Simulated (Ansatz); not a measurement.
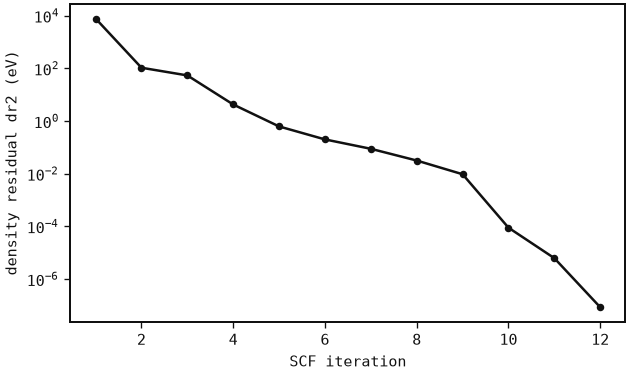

The plot shows the SCF iterations of a calculation: density residual dr2. The starting density is a sum of atomic densities corrected by a trained network.

C (12 atoms in the cell), run with Ansatz.

```
crystal:
  lattice:
    - [1.25001627, -1.25001627, 0.0]
    - [1.25001627, 0.0, -1.25001627]
    - [5.60628287, 5.60628287, 5.60628287]
  atoms:
    - { symbol: C, position: [0.6666666667, 0.6666666667, 0.2415773508] }
    - { symbol: C, position: [0.0, 0.0, 0.0929326604] }
    - { symbol: C, position: [0.3333333333, 0.3333333333, 0.3902220411] }
    - { symbol: C, position: [0.6666666667, 0.6666666667, 0.6875114218] }
    - { symbol: C, position: [1.0, 1.0, 0.5388667315] }
    - { symbol: C, position: [0.3333333333, 0.3333333333, 0.8361561122] }
    - { symbol: C, position: [0.6666666667, 0.6666666667, 0.3530608685] }
    - { symbol: C, position: [1.0, 1.0, 0.2044161782] }
    - { symbol: C, position: [0.3333333333, 0.3333333333, 0.5017055589] }
    - { symbol: C, position: [0.6666666667, 0.6666666667, 0.7989949396] }
    - { symbol: C, position: [0.0, 0.0, 0.6503502493] }
    - { symbol: C, position: [0.3333333333, 0.3333333333, 0.0557714878] }
basis:
  ecutwfc: 420
kpoints:
  mp_grid: { grid: [10, 10, 2] }
hamiltonian:
  xc: pbe
scf:
  occupations: { method: gaussian, width: 0.05 }
  max_iter: 75
output:
  forces: true
  eigenvalues: true
  stress: true
```

Command:
```bash
ansatz run input.yaml --threads 2 --pin off --max-ram 5120MiB --backend cpu --events-out ev --progress --plain --runs-dir out
```

Was self-consistency reached?

The run converged; it took 12 iterations. The residual falls at every step.

What is the residual at the start and at the end?

It starts near 8 × 10³ and ends near 8 × 10⁻⁸ eV.

Is anything amiss with this input?

The input holds a fault (a lattice far too small). The SCF closed all the same, which doesn't make the results meaningful for the real system.
